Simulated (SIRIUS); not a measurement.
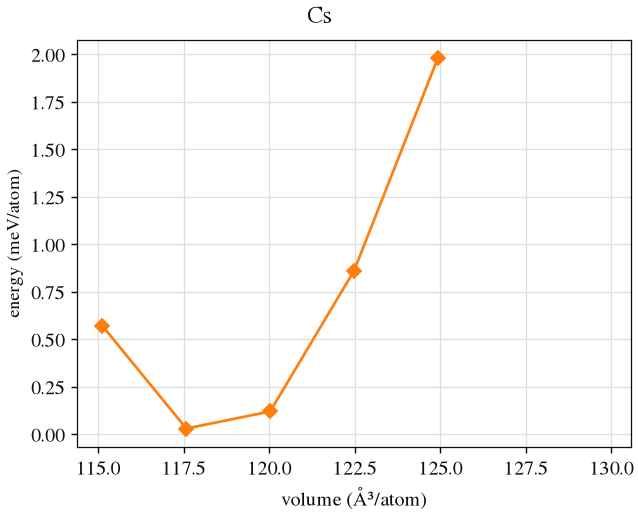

The figure shows the energy against volume for Cs, space group Im-3m (No. 229).

Cell as given: a = 5.419 Å, b = 5.419 Å, c = 5.419 Å, α = 109.47°, β = 109.47°, γ = 109.47°; 1 atom.

Calculation (SIRIUS 7.12.0): all-electron LAPW DFT, no spin polarisation; energies at scaled volumes of the given cell, shape and fractions fixed, counted from the fit's minimum, third-order Birch-Murnaghan fit. Level: AM05.

- k mesh: 6×6×6
- occupations: Fermi–Dirac
- smearing width: 0.05 eV
- potentials: all electron FP LAPW
- program settings: basis apw+lo standard, gk cutoff 3.54 1/bohr, pw cutoff 20 1/bohr

The points at volume 127.4 Å³/atom and 129.8 Å³/atom are left out of the plot. What values does the calculation give there?

| volume (Å³/atom) | energy (meV/atom) |
| --- | --- |
| 127.4 | 3.54 |
| 129.8 | 5.53 |
